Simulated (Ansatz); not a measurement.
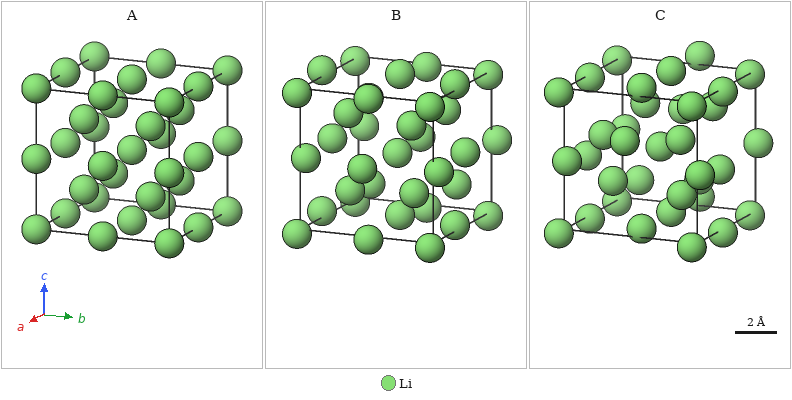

First-principles dynamics of a 16-atom cell of Li, 380 fs long. The cell was cut from the bcc crystal. 3 frames in shuffled order; frame A is the first. The picture is a spheres-only view of the simulation cell, seen slightly off an axis. Atoms are followed out of the cell.

These are results of DFT PBE, scalar-relativistic, plane waves, PAW (Ansatz), not measurements. Settings: plane-wave cutoff 420 eV; k-point mesh 2 × 2 × 2; Fermi-Dirac smearing 0.16 eV; low-accuracy preset; volume 1.05 times that of the relaxed crystal; Langevin thermostat (NVT); set temperature 300 K, then to 1800 K over 380 steps; time step 1 fs; friction 0.02 per fs.

Put the frames in order of time.

Answer. A, B, C, at 0 fs, 68 fs, 380 fs; the root-mean-square distance from the start grows as 0.00, 0.40, 0.81 Å. Root-mean-square distances from the starting positions over the second half, with the common drift of all atoms taken out: Li 0.71 Å. Against the typical shortest distance between atoms in the first frame, about 3.1 Å these are large excursions, but over 380 fs one can't yet tell strong vibration from the start of diffusion.

Limits of the set-up: the k-point mesh is coarse for a cell with partly filled bands; the program's low-accuracy preset was used.
